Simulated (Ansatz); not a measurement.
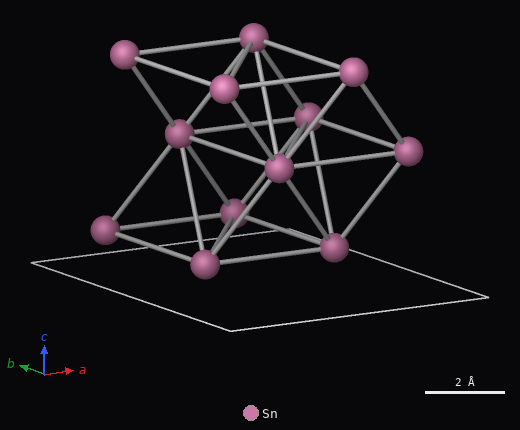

A slab of composition Sn (cut from the I4/mmm phase), before the constrained relaxation. A ball-and-stick model of the cell of the calculation, outlined in the plane, without the vacuum, seen from a free direction.

Case: clean slab, lower half held. The slab is the (1 0 1) face of Sn. 4 atoms are held fixed.

Level of theory: Ansatz 0.2.0, DFT PBE, scalar-relativistic, plane waves, PAW.

The input:
```yaml
crystal:
  lattice:
    - [6.9621647617, 0.0, 0.0]
    - [-3.4810823808, 5.7835830949, 0.0]
    - [0.0, 0.0, 22.559837203]
  atoms:
    - { symbol: Sn, position: [0.1811359475, 0.3622718951, 0.3767757685] }
    - { symbol: Sn, position: [0.1811359475, 0.8622718951, 0.3767757685] }
    - { symbol: Sn, position: [0.6811359475, 0.3622718951, 0.3767757685] }
    - { symbol: Sn, position: [0.6811359475, 0.8622718951, 0.3767757685] }
    - { symbol: Sn, position: [0.3622718951, 0.7245437902, 0.5] }
    - { symbol: Sn, position: [0.3622718951, 0.2245437902, 0.5] }
    - { symbol: Sn, position: [0.8622718951, 0.7245437902, 0.5] }
    - { symbol: Sn, position: [0.8622718951, 0.2245437902, 0.5] }
    - { symbol: Sn, position: [0.5434078426, 0.0868156853, 0.6232242315] }
    - { symbol: Sn, position: [0.5434078426, 0.5868156853, 0.6232242315] }
    - { symbol: Sn, position: [0.0434078426, 0.0868156853, 0.6232242315] }
    - { symbol: Sn, position: [0.0434078426, 0.5868156853, 0.6232242315] }
basis:
  ecutwfc: 420
kpoints:
  mp_grid: { grid: [5, 5, 1] }
hamiltonian:
  xc: pbe
scf:
  occupations: { method: gaussian, width: 0.1 }
output:
  forces: true
  eigenvalues: true
relax:
  adjacent_minimum: "off"
  f_tol: 0.03
  max_steps: 70
  constraints: [{ sites: [0, 1, 2, 3] }]
efield:
  axis: 3
  dipole_correction: true
  ramp_width: 0.04
```

Run as
```bash
ansatz run input.yaml --threads 4 --pin off --max-ram 10240MiB --backend cpu --events-out ev --progress --plain --runs-dir out
```

What does the optimiser find from here?

Answer. After 4 geometry steps the energy has fallen by 0.140 eV per cell of the calculation. Largest force component: 0.22 eV/Å at the start, 0.0062 eV/Å at the end. The largest moves, 0.41 Å, are those of Sn9, Sn10, Sn11 and Sn12. Sn9 goes at 35° to the normal (−c side). The cell doesn't change. Among the contacts that change: Sn1–Sn5 3.481 → 3.277 Å, Sn1–Sn6 3.375 → 3.267 Å. Among the angles between lasting bonds that change: Sn2–Sn1–Sn6 117.9° → 120.9°, Sn2–Sn1–Sn6 62.1° → 59.1°, Sn6–Sn1–Sn8 62.1° → 64.4°. Cost: 3.3 min on 4 threads of Intel(R) Xeon(R) Processor @ 2.50GHz (Skylake/Cascade Lake), with other jobs on the host, peak memory 2.2 GiB.

History of the run:

| step | E − E(0), meV/atom | largest force component, eV/Å |
| --- | --- | --- |
| 0 | 0.00 | 0.2234 |
| 1 | -9.00 | 0.0530 |
| 2 | -10.51 | 0.0287 |
| 3 | -11.40 | 0.0344 |
| 4 | -11.70 | 0.0062 |

After the run, drawn alike:

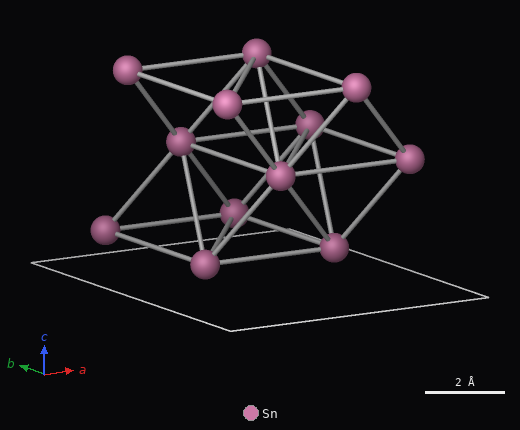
